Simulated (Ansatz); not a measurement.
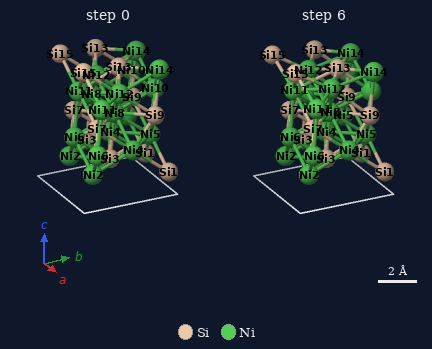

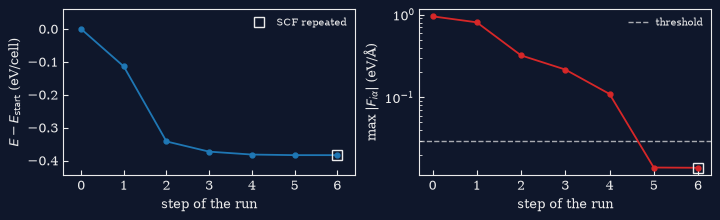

First and last geometry of a constrained relaxation of a slab of composition Si2Ni3 (cut from the P6_3/mmc phase), with the history of the run. A ball-and-stick model of the 2 × 1 repeat of the cell, outlined in the plane, without the vacuum (origin shifted), seen slightly off an axis.

Case: clean slab, lower half held. The slab is the (1 0 1) face of SiNi2. 7 atoms are held fixed.

Theory: DFT PBEsol, scalar-relativistic, plane waves, PAW in Ansatz.

The input:
```yaml
crystal:
  lattice:
    - [3.8684636528, 0.0, 0.0]
    - [-1.9342318264, 5.9498321242, 0.0]
    - [0.0, 0.0, 22.9986765919]
  atoms:
    - { symbol: Si, position: [0.020314959, 0.0406299181, 0.3695864832] }
    - { symbol: Ni, position: [0.6585254099, 0.3170508197, 0.3796182922] }
    - { symbol: Si, position: [0.2967358607, 0.5934717214, 0.3896501012] }
    - { symbol: Ni, position: [0.849577664, 0.699155328, 0.4297773371] }
    - { symbol: Ni, position: [0.4877881148, 0.9755762296, 0.4398091461] }
    - { symbol: Ni, position: [0.1259985656, 0.2519971312, 0.4498409551] }
    - { symbol: Si, position: [0.6788403689, 0.3576807378, 0.489968191] }
    - { symbol: Ni, position: [0.3170508197, 0.6341016395, 0.5] }
    - { symbol: Si, position: [0.9552612706, 0.9105225411, 0.510031809] }
    - { symbol: Ni, position: [0.5081030738, 0.0162061477, 0.5501590449] }
    - { symbol: Ni, position: [0.1463135247, 0.2926270493, 0.5601908539] }
    - { symbol: Ni, position: [0.7845239755, 0.569047951, 0.5702226629] }
    - { symbol: Si, position: [0.3373657788, 0.6747315576, 0.6103498988] }
    - { symbol: Ni, position: [0.9755762296, 0.9511524592, 0.6203817078] }
    - { symbol: Si, position: [0.6137866804, 0.2275733608, 0.6304135168] }
basis:
  ecutwfc: 420
kpoints:
  mp_grid: { grid: [8, 5, 1] }
hamiltonian:
  xc: pbesol
scf:
  occupations: { method: gaussian, width: 0.1 }
output:
  forces: true
  eigenvalues: true
  write_density: true
  write_potential: true
  elf: true
  volumetric_format: npy
relax:
  adjacent_minimum: "off"
  f_tol: 0.03
  max_steps: 70
  constraints: [{ sites: [0, 1, 2, 3, 4, 5, 6] }]
efield:
  axis: 3
  dipole_correction: true
  ramp_width: 0.04
```

Launched with:
```bash
ansatz run input.yaml --threads 4 --pin off --max-ram 10240MiB --backend cpu --events-out ev --progress --plain --runs-dir out
```

Did the run converge, and what did it change?

It converged. Over 5 accepted moves (6 points after the start) the energy falls by 0.383 eV per cell of the calculation. The largest force component goes from 0.95 to 0.014 eV/Å. 1 step only repeated the SCF at the same geometry. The atom that moves furthest is Ni12 (0.37 Å at 34° to the normal (+c side)). Largest moves by element: Ni 0.37 Å, Si 0.21 Å. The lattice vectors keep their values. Some distances before and after: Si13–Si15 3.322 → 2.947 Å, Si9–Ni12 2.458 → 2.760 Å, Ni8–Ni12 2.549 → 2.739 Å, Ni12–Si15 2.458 → 2.283 Å. Among the angles between lasting bonds that change: Ni14–Si15–Ni14 98.7° → 102.5°, Ni11–Si15–Ni14 128.0° → 131.1°, Ni10–Si15–Ni14 64.0° → 66.5°. The run took 4.1 min on 4 threads of Intel(R) Xeon(R) Platinum 8488C (Sapphire Rapids), on a shared host, peak memory 2 GiB.

Limits of the set-up: an element that often carries a moment was run without spin polarisation.
